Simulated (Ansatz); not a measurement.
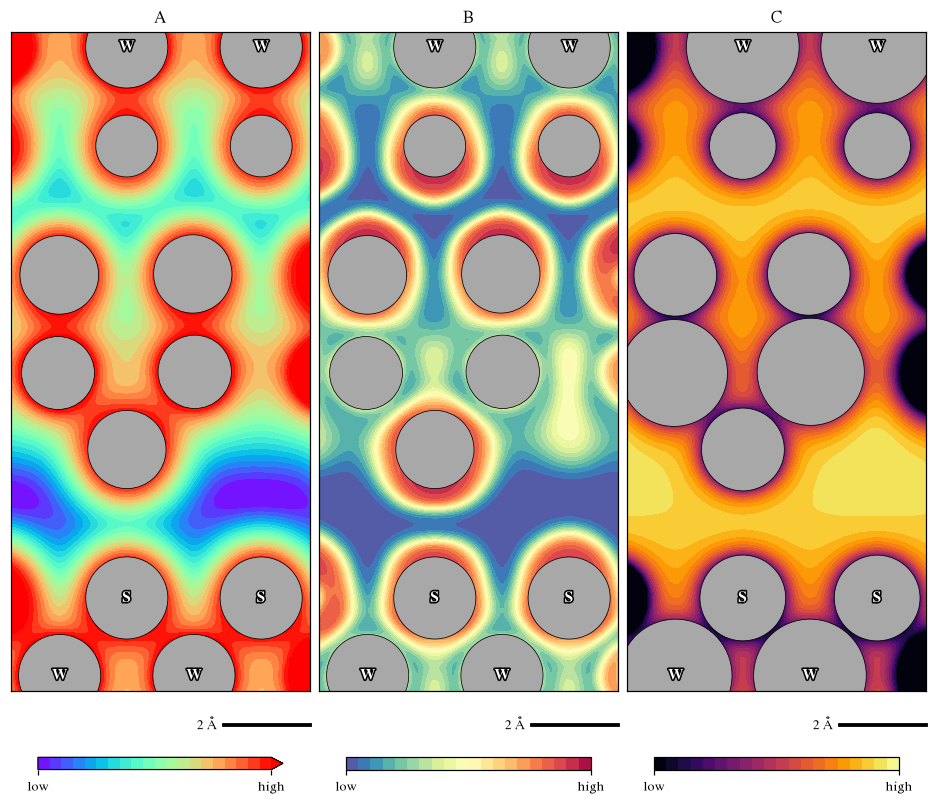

W12S23 (cell charge −1, with a compensating background) (cell with a defect): 3 fields on the (011) plane of the calculation cell, with unlabelled colour scales. Grey discs cover the atomic cores.

The program warned that a starting moment wasn't kept; spin-polarised, but the moments vanished.

These are results of DFT LDA, scalar-relativistic, plane waves, PAW in Ansatz, not measurements.

```
W S
1.0
    -3.12678    5.41575    0.00000
     7.81696    2.70788    0.00000
     0.00000    0.00000  -12.16270
W S
12 23
Direct
  0.27836 0.11158 0.75058
  0.77843 0.11124 0.75027
  0.61185 0.44502 0.74993
  0.11194 0.44473 0.75006
  0.44531 0.77821 0.74994
  0.94505 0.77827 0.74992
  0.05836 0.21975 0.24820
  0.54903 0.21681 0.24963
  0.38584 0.55392 0.25213
  0.88879 0.55620 0.25341
  0.22585 0.89656 0.24906
  0.72497 0.89290 0.25015
  0.77891 0.11140 0.37860
  0.60448 0.43838 0.37981
  0.11209 0.43744 0.38009
  0.44466 0.78462 0.37807
  0.95061 0.78563 0.37916
  0.05615 0.22295 0.87909
  0.55642 0.22324 0.87909
  0.38972 0.55616 0.87875
  0.88951 0.55619 0.87885
  0.22271 0.88928 0.87898
  0.72293 0.88901 0.87888
  0.27769 0.11261 0.11924
  0.77784 0.11620 0.12136
  0.61029 0.44323 0.12484
  0.10735 0.44482 0.12342
  0.44205 0.77782 0.12305
  0.94817 0.77793 0.12334
  0.05635 0.22250 0.62158
  0.55592 0.22264 0.62165
  0.38949 0.55599 0.62114
  0.88974 0.55607 0.62103
  0.22305 0.89003 0.62152
  0.72305 0.88970 0.62122
```

**Match the panels to the quantities (electron localisation function, electrostatic potential energy of an electron and valence pseudo-density).**

Panel A: valence pseudo-density. Panel B: electron localisation function. Panel C: electrostatic potential energy of an electron (low next to the atoms, rising into the space between them).
